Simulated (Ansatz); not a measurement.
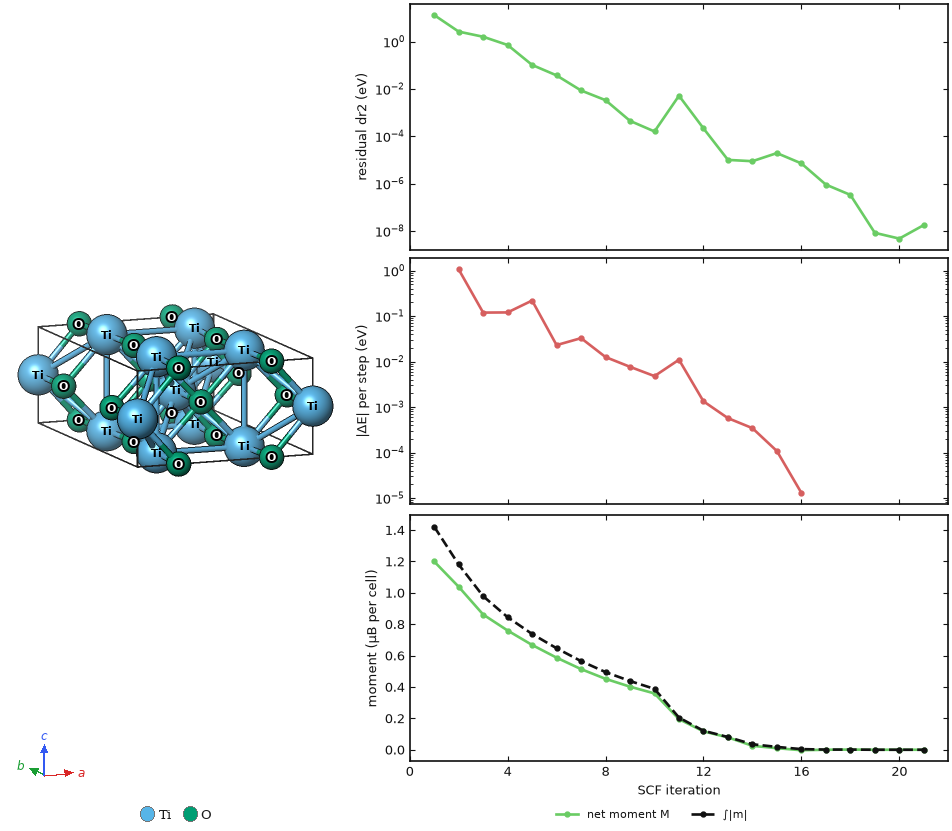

Beside the plot: the structure in its conventional cell.

The plot shows the SCF iterations of a calculation: density residual dr2, step-to-step change of the Harris–Foulkes energy, magnetic moments. Energy differences below 3 × 10⁻⁶ eV aren't drawn. dr2 is the charge part; the magnetisation has a residual of its own.

Program: Ansatz.

```
crystal:
  lattice:
    - [2.9202380355, -4.0715797757, 0.0]
    - [2.9202380355, 4.0715797757, 0.0]
    - [0.0, 0.0, 3.01417371]
  atoms:
    - { symbol: Ti, position: [0.0, 0.0, 0.5], spin: 1.0 }
    - { symbol: Ti, position: [0.5, 0.0, 0.0], spin: 1.0 }
    - { symbol: Ti, position: [0.0, 0.5, 0.0], spin: 1.0 }
    - { symbol: O, position: [0.76500078, 0.76500078, 0.0] }
    - { symbol: O, position: [0.25713401, 0.74286599, 0.5] }
    - { symbol: O, position: [0.23499922, 0.23499922, 0.0] }
    - { symbol: O, position: [0.74286599, 0.25713401, 0.5] }
basis:
  ecutwfc: 420
kpoints:
  mp_grid: { grid: [4, 4, 6] }
hamiltonian:
  xc: pbesol
scf:
  occupations: { method: gaussian, width: 0.1 }
  lower_state_search: "off"
output:
  forces: true
  stress: true
  eigenvalues: true
  populations: true
magnetization:
  spin_polarized: true
```

Run as:
```bash
ansatz run input.yaml --threads 2 --pin off --max-ram 5120MiB --backend cpu --events-out ev --progress --plain --runs-dir out
```

Question: Did the calculation converge?

Answer: Converged, in 21 iterations. The residual falls unevenly and jumps up by a factor of two or more 3 times on the way down, most sharply at step 11 (by a factor of about 30). The program keeps the magnetisation out of the quasi-Newton mixer until iteration 9 and then restarts the mixer with it. The program put off closing at iteration 19, as the moment had not settled.

Question: Read the residual at the first and at the last step drawn.

Answer: It starts near 10 and ends near 2 × 10⁻⁸ eV.

Question: What happens to the magnetisation?

Answer: The net moment goes from 1.2 to 0.0 μB per cell. ∫|m| ends at 0.0 μB, so the magnetism dies out.
